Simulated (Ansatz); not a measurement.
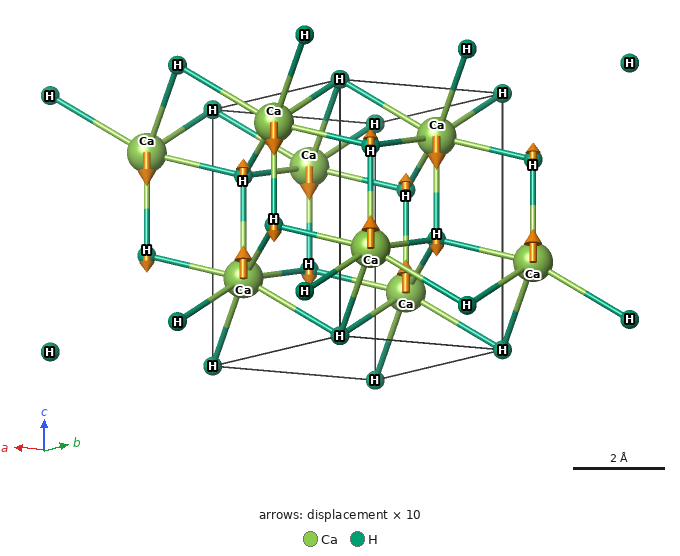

This is a relaxation of crystalline Ca$_{2}$H$_{3}$ (built on the A-type sesquioxide_164 type) (coarse preliminary run). The starting structure is drawn; orange arrows show the displacements, 10 times their true length.

The picture is a ball-and-stick view of the cell of the calculation, repeated 2 × 2 × 1 with one cell outlined, seen from a free direction.

Case: A-type sesquioxide type (P-3m1, No. 164).

All numbers below come from DFT PBE, scalar-relativistic, plane waves, PAW (Ansatz). (plane-wave cutoff 420 eV; k-point mesh 6 × 6 × 4; occupations gaussian; smearing width 0.1 eV; no spin polarisation; cell and atoms relaxed; force threshold 0.04 eV/Å; at most 70 steps)

Question: What did the optimiser do to the structure, and how much energy did it gain?

Answer: After 1 accepted move (3 points after the start) the energy has fallen by 10.4 meV per atom. Largest force component: 0.54 eV/Å at the start, 0.039 eV/Å at the end. Pressure: −0.67 GPa at the start and −0.26 GPa at the end. The line search rejected the trial step at point 1 of the run. At 1 point the geometry stayed and the basis and grid were re-selected for the new cell (energy shift of less than 0.05 meV per atom at most each time). The largest moves relative to the cell, 0.077 Å, are those of Ca atoms. By element the largest moves are Ca 0.077 Å, H 0.040 Å. The volume changes by −0.1 %, with a = b 3.784 → 3.783 Å (0.0 %), c 5.887 → 5.881 Å (−0.1 %). Among the contacts that change: Ca–H 2.618 → 2.660 Å, Ca–H 2.355 → 2.315 Å, Ca–H 2.278 → 2.248 Å. Bond angles that change, for instance: Ca–H–Ca 106.5° → 103.7°, H–Ca–H 73.5° → 76.3°, H–Ca–H 112.3° → 114.6°. The space group stays P-3m1 (No. 164). The run took 8 s on 1 thread of Arm Neoverse V1 (shared host), peak memory 0.32 GiB.
